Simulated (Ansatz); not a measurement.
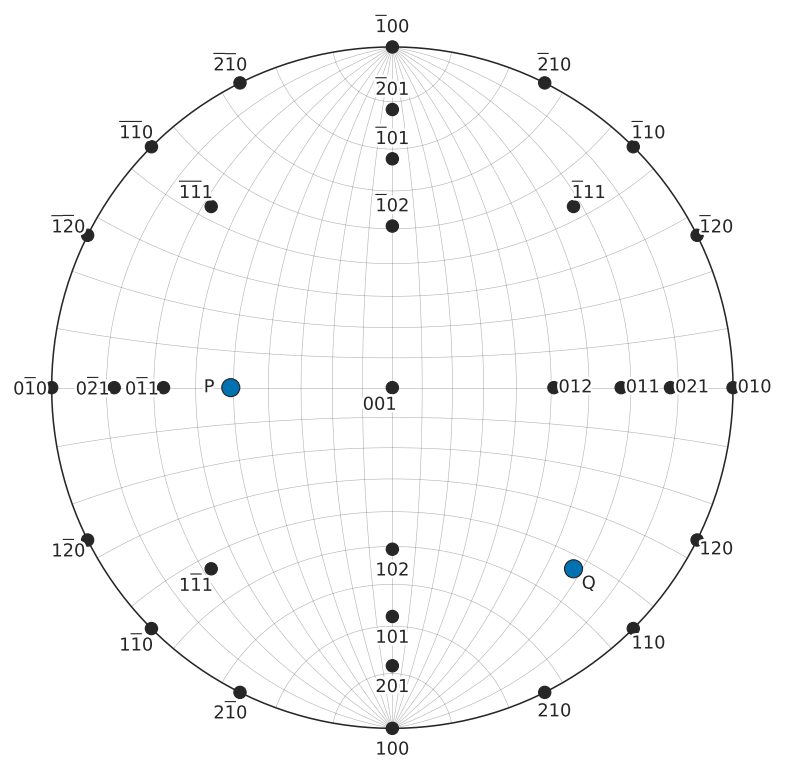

Stereographic projection of plane normals (upper hemisphere) centred on (0 0 1). Crystal: Si2Mo, a calculation's input that goes back to an entry of the Crystallography Open Database (an earlier step may have relaxed or displaced it). All values are computed from the atomic coordinates in the standard setting (tolerance 0.002 Å).

a = 3.217 Å, b = 3.217 Å, c = 7.873 Å, α = 90.00°, β = 90.00°, γ = 90.00°.

**Index the poles marked P, Q.**

P is (0 −1 2), 50.7° from the centre; Q is (1 1 1), 73.9° from the centre.

**What is the angle between the normals of (0 −1 0) and (−1 0 0), and what are their d_hkl = 1/|g|?**

90.0°; d = 3.217 Å and 3.217 Å.
